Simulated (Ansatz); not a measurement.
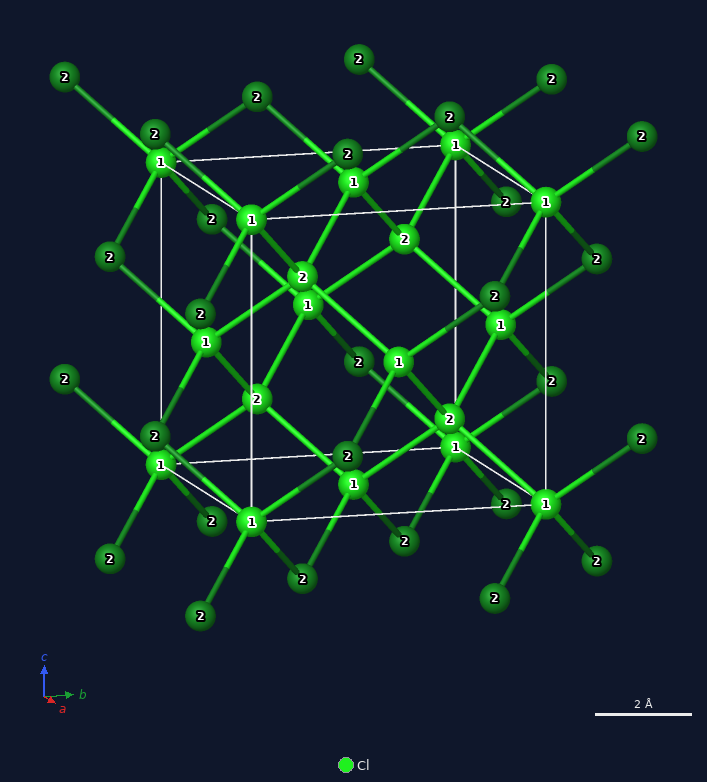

*The structure as given in the input (ball-and-stick view of the cell 4 times as large as that of the calculation, set on its symmetry axes, seen slightly off an axis; neighbours outside the cell are drawn fainter; atoms are numbered from 1 in the order of the input). An atom can appear more than once, as a periodic image.*

## Run report: Cl, single-point calculation

The run: single-point calculation of Cl (Fd-3m, 2 atoms in the cell). Method and program: DFT, PBE, all-electron LAPW, no spin polarisation (Ansatz 0.2.0).

Figures and captions count atoms from 1; the log counts them from 0 in places.

**What the program printed**
```
LAPW: plane waves up to 6.681 Å⁻¹, error target 1.0e-3 eV per atom; small_component_spin mean_spin; Cl in spheres of 1.401 Å, 15 of its electrons in bands, Dirac shells [] (how accurate: hamiltonian.pseudopotentials.lapw.basis_error, Limitations)
Engine: ansatz 0.2.0, x86_64-unknown-linux-gnu
Pseudopotentials: kind: all_electron
Pseudopotential: Cl, LAPW, valence charge 15, lapw/all_electron/scalar/gaussian/Cl, Koelling and Harmon's equation, gaussian nucleus
Functional definition: PBE
  parameter kappa = 0.804
  parameter beta = 0.06672455060314922
  exchange = pbe_x(kappa = kappa, mu = beta*pi^2/3)
  correlation = pbe_c(beta = beta)
Crystal: 2 atoms, lattice volume = 67.802 Å³
Basis set: ecut = 170.062694927191 eV, 331 PW (Γ), exchange–correlation at level 2
Bands: 19, of which v1, the nominal top of the filled ones, is band 15 counted from 1 (14 counted from 0)
Symmetry: 48 space group operations
Space group: Fd-3m (ITA 227), of the structure as read, at distance tolerance 4.1e-5 Å
k-points: 256 of 8000
Non-local potential: Cl, projectors of the file, none
Initial density: superposition of atomic densities (chi_scale 0.1, normalization cell)
Initial wavefunctions: plane waves of lowest kinetic energy (no species holds an atomic orbital)
Functional: x = pbe(κ = 0.804, μ = 0.2195149727645171), c = pbe(β = 0.06672455060314922)
iter 1 solved again at ethr=7.19e-6 eV; its pass at ethr=1.00e-1 eV (dr2=2.16e-3 eV) is discarded
SCF iter   1: F=—  HF=-25114.443382 eV  |F-HF|=—  |Δ(HF+E_count)|=         —  Δρ=1.93e-3  dr2=2.11e-3  ethr=7.19e-6  ⟨swp⟩=3.9  Hψ=35044  notcnv=0
preconditioner: auto → LDOS  [metal: Δε(μ)=0.002 eV  Ē_g=12.347 eV  σ=0.080 eV  W_gap=0.01  n_scr=14 (ndim 8)  ℏωp=16.9 eV  f_vac=0.336  D(μ)=5.20/eV (n_scr^D=58)  β=0.7 kept]
SCF iter   2: F=—  HF=-25114.444483 eV  |F-HF|=—  |Δ(HF+E_count)|=   1.10e-3  Δρ=6.87e-4  dr2=2.48e-4  ethr=7.03e-6  ⟨swp⟩=2.0  Hψ=14080  notcnv=0  κ⁻¹=1.0e0(r=1)
iter 3 solved again at ethr=1.31e-8 eV; its pass at ethr=8.26e-7 eV (dr2=3.94e-6 eV) is discarded
SCF iter   3: F=—  HF=-25114.444768 eV  |F-HF|=—  |Δ(HF+E_count)|=   2.85e-4  Δρ=1.09e-4  dr2=3.96e-6  ethr=1.31e-8  ⟨swp⟩=2.0  Hψ=24064  notcnv=0  κ⁻¹=6.0e-3(r=2)
SCF iter   4: F=—  HF=-25114.444813 eV  |F-HF|=—  |Δ(HF+E_count)|=   4.52e-5  Δρ=2.51e-5  dr2=1.86e-7  ethr=1.31e-8  ⟨swp⟩=3.0  Hψ=15912  notcnv=0  κ⁻¹=1.9e-4(r=3)
SCF iter   5: F=-25114.444814 eV  HF=-25114.444814 eV  |F-HF|=5.49e-9  |Δ(HF+E_count)|=   1.19e-6  Δρ=2.92e-6  dr2=6.08e-9  ethr=6.21e-10  ⟨swp⟩=3.0  Hψ=16087  notcnv=0
SCF 1 converged in 5 iterations: F = -25114.444814 eV  dr2 = 6.08e-9
SCF converged after 5 iterations
Stability not checked: this state was not tested for a lower state beside it, because the mixer in use, unlike msr1, does not test its closes by its own steps (another_mixer; see scf.mixing.algorithm and scf.lower_state_search)
Free energy (F): -25114.444814 eV
Harris-Foulkes:  -25114.444814 eV  (|F-HF|=5.49e-9)
Internal energy: -25114.337791 eV  (E = F + TS)
E sigma→0 (E₀):  -25114.391303 eV
Entropy (-TS):   -0.107023 eV (-53.511 meV/atom)
Fermi energy:    -0.044729 eV
--- Per-component energies (eV) ---
  E_band       = -3277.386087
  E_kinetic    = 25244.253175
  E_xc         = -1529.917605
  E_electrostatic = -48828.673361  (all electrons and nuclei)
  E_smearing   = -0.107023  (= −TS)
  E_closure    = 0.000000  (closes the sum)
  E_atoms      = -25112.453095  (free atoms, spherical and without spin; not in F)
  Σ components = -25114.444814   (vs F -25114.444814, Δ=0.00e0)
  Basis errors (estimates in eV, not in F): energy 4.2e-4 per atom: plane waves 4.1e-4 (2.5e-4 summed), levels above the bands 5.1e-57, relativity 2.9e-8, radial functions 8.1e-6, core shells 1.5e-16; eigenvalues (radial functions only) 6.2e-4; not estimated: angular momenta, meshes, grids; target (lapw.basis_error) 1.0e-3; muffin-tin radii Cl 1.401 Å
--- Forces (eV/Å), atoms counted from 1 ---
  atom   1  Cl     0.00000000     0.00000000     0.00000000
  atom   2  Cl     0.00000000    -0.00000000     0.00000000
  max |Σ_I F_I| component: 1.27e-17 eV/Å
--- Stress (GPa, compression-positive) ---
        0.004005       0.000000       0.000000
        0.000000       0.004005      -0.000000
        0.000000      -0.000000       0.004005
  P = ⅓ Tr σ = 0.0040 GPa (0.040 kbar)
--- Band table (eV; the first three rows and the last of 256) ---
  k-point 0: bands = ["-245.8504", "-245.8504", "-184.7786", "-184.7786", "-184.7786", "-184.7786", "-184.7786", "-184.7786", "-15.0841", "-12.7226", "-2.7009", "-2.7009", "-2.7009", "-0.8699", "-0.8699", "-0.8699", "6.3993", "10.3913", "10.3913"]
  k-point 1: bands = ["-245.8504", "-245.8504", "-184.7786", "-184.7786", "-184.7786", "-184.7786", "-184.7786", "-184.7786", "-15.0748", "-12.7361", "-2.7134", "-2.7134", "-2.7107", "-0.8597", "-0.8539", "-0.8539", "6.4500", "10.3355", "10.3355"]
  k-point 2: bands = ["-245.8504", "-245.8504", "-184.7786", "-184.7786", "-184.7786", "-184.7786", "-184.7786", "-184.7786", "-15.0472", "-12.7758", "-2.7482", "-2.7482", "-2.7402", "-0.8277", "-0.8088", "-0.8088", "6.5967", "10.2101", "10.2101"]
  k-point 255: bands = ["-245.8504", "-245.8504", "-184.7786", "-184.7786", "-184.7786", "-184.7786", "-184.7786", "-184.7786", "-14.0097", "-14.0097", "-3.6058", "-3.6058", "-1.6125", "-1.6125", "0.1858", "0.1858", "8.1925", "8.1925", "11.6256"]
```

This output came from the following input.

**Input file**
```yaml
crystal:
  lattice:
    - [0.0, 3.2364663573, 3.2364663573]
    - [3.2364663573, 0.0, 3.2364663573]
    - [3.2364663573, 3.2364663573, 0.0]
  atoms:
    - { symbol: Cl, position: [0.0, 0.0, 0.0] }
    - { symbol: Cl, position: [0.25, 0.25, 0.25] }
kpoints:
  mp_grid: { grid: [20, 20, 20] }
scf:
  occupations: { method: fermi_dirac, width: 0.08 }
  mixing: { algorithm: anderson, beta: 0.7 }
hamiltonian:
  xc: pbe
  pseudopotentials: { kind: all_electron, lapw: { basis_error: 0.001 } }
output:
  forces: true
  stress: true
  eigenvalues: true
```

Launched with:
```bash
ansatz run input.yaml --threads 1 --pin off --max-ram 2048MiB --backend cpu --events-out ev --progress --plain --runs-dir out
```

**Key numbers**

```json
{"quantity": "outcome", "value": "converged"}
{"quantity": "space group (tolerance 0.01 Å)", "value": "Fd-3m (227)"}
{"quantity": "electrons in bands (core shells apart)", "value": "30"}
{"quantity": "free energy", "value": "−25114.4448 eV"}
{"quantity": "Fermi energy", "value": "−0.045 eV"}
{"quantity": "pressure", "value": "0.00 GPa"}
{"quantity": "largest force (length of the vector)", "value": "under 0.001 eV/Å"}
{"quantity": "hardware", "value": "1 thread of Intel Xeon (Granite Rapids), 12 GiB of memory available, shared host"}
{"quantity": "wall time", "value": "14 s"}
{"quantity": "peak memory", "value": "0.53 GiB"}
```

**Remarks**

Settings chosen away from the usual ones: scf.mixing.algorithm = "anderson", scf.mixing.beta = 0.7.
